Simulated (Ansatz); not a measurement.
CdI2

Input

```
crystal:
  lattice:
    - [-4.2214347067, 0.0, 0.0]
    - [-2.1107173534, -3.6558696964, 0.0]
    - [0.0, 0.0, 14.6977823597]
  atoms:
    - { symbol: Cd, position: [0.0, 1.0, 0.2372429734] }
    - { symbol: Cd, position: [0.0, 1.0, 0.7117289203] }
    - { symbol: I, position: [0.3333333333, 0.3333333333, 0.8276371762] }
    - { symbol: I, position: [0.3333333333, 0.3333333333, 0.3531512294] }
    - { symbol: I, position: [0.6666666667, 0.6666666667, 0.1213347175] }
    - { symbol: I, position: [0.6666666667, 0.6666666667, 0.5958206644] }
basis:
  ecutwfc: 420
kpoints:
  mp_grid: { grid: [7, 7, 2] }
hamiltonian:
  xc: pbesol
scf:
  occupations: { method: gaussian, width: 0.05 }
output:
  forces: true
  stress: true
  eigenvalues: true
  write_density: true
  write_potential: true
  elf: true
  volumetric_format: npy
```

Launched as:

```sh
ansatz run input.yaml --threads 2 --pin off --max-ram 5120MiB --backend cpu --events-out ev --progress --plain --runs-dir out
```

Below, planes, directions and counts refer to the conventional cell (a = 4.22 Å, b = 4.22 Å, c = 14.70 Å, α = 90.00°, β = 90.00°, γ = 120.00°).

Space group P-3m1.

Method: DFT PBEsol, scalar-relativistic, plane waves, PAW (Ansatz 0.2.0).

Predict the valence pseudo-density and electron localisation function between the atoms.

Answer. Cd–I (2.97 Å): the density is about 0.27 e/Å³ at the midpoint; the ELF is about 0.45 at the midpoint and 0.15 at its lowest between the atoms.

Metal or insulator at this level of theory?

Answer. It is gapped, with a Kohn–Sham gap of 2.4 eV on the k-point mesh, an upper bound to the gap of this method.

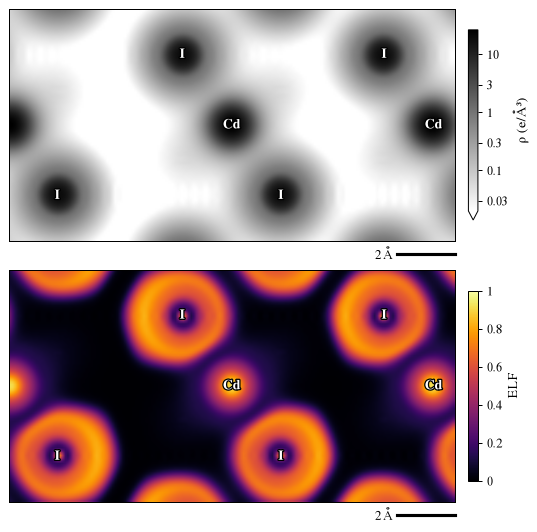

Computed valence pseudo-density and electron localisation function on the (110) plane of the conventional cell, in this order. 

In a PAW calculation such maps are meaningful between the atoms, not at the nuclei.
